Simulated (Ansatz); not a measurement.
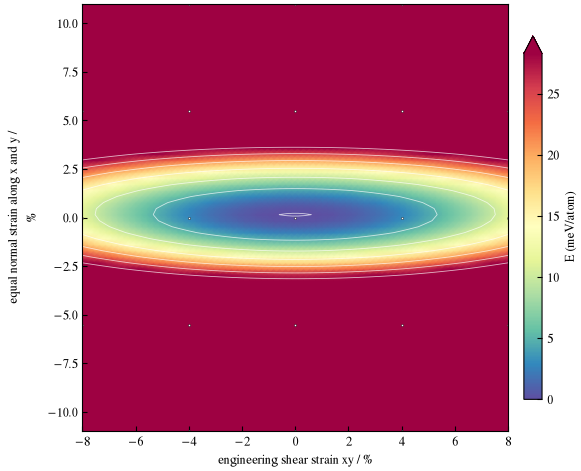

SnO (Pmn2_1, No. 31; 4 atoms in the cell). The energy is mapped over two homogeneous strains (x along [1 0 0], y along [0 1 0], z along [0 0 1] of the conventional cell). First axis: engineering shear strain xy. Second axis: equal normal strain along x and y. Nothing is relaxed (fractional coordinates fixed). Grid: 5 × 5 points; 15 points were computed and 10 follow by symmetry. Points are written as (first, second). Energies: meV/atom, counted from the lowest grid point. Method: DFT PBE+D3(BJ), scalar-relativistic, plane waves, PAW in Ansatz. Settings: cutoff 520 eV, k-mesh 8×6×8 in the order of the run's cell vectors, gaussian smearing 0.05 eV, no spin polarisation.

Drawn: a smooth colour map with a few white contour lines, dots at the grid points, one colour for all values above the top of the scale. Between grid points the surface is interpolated.

Q: Where is the minimum, and how stiff is the crystal against these two strains (in GPa)?

A: The interpolated minimum is at 0.0 % and 0.0 %. Divided by the cell volume of 74.9 Å³, the second derivatives of the energy there are about 31 GPa along the first strain and 430 GPa along the second, with a cross term of about 0 GPa (clamped ions). Round the minimum the two coordinates are nearly uncoupled.

PAW datasets: the set soft_1.
